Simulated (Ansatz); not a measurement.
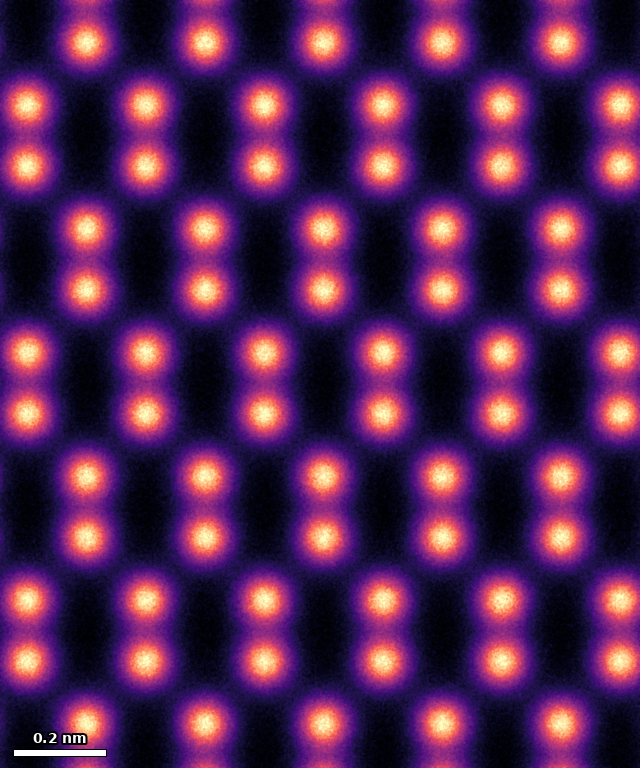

Integrated-DPC-like image of W. Simulated as the projected potential of neutral atoms (B = 0.8 Å²) blurred by a 0.63 Å probe, the thin-sample limit of integrated differential phase contrast. Shot noise was added.

**What two-dimensional lattice does the image show, and how large is its cell?**

The pattern repeats on a centred rectangular net of 2.6 × 5.4 Å.

**What is the plane group of the image?**

c2mm: perpendicular mirror lines on a centred net, with further twofold points between them.

**How many columns does the smallest repeating cell hold, and how many levels of brightness?**

2 columns in the primitive cell of 7.0 Å², all of one brightness.

The crystal is W (Fddd, No. 70) seen along [101]. Structure: the geometry relaxed with DFT, RPBE, plane waves (420 eV) with PAW, scalar-relativistic in Ansatz; the starting structure was generated, so it need not be a known form of this composition.
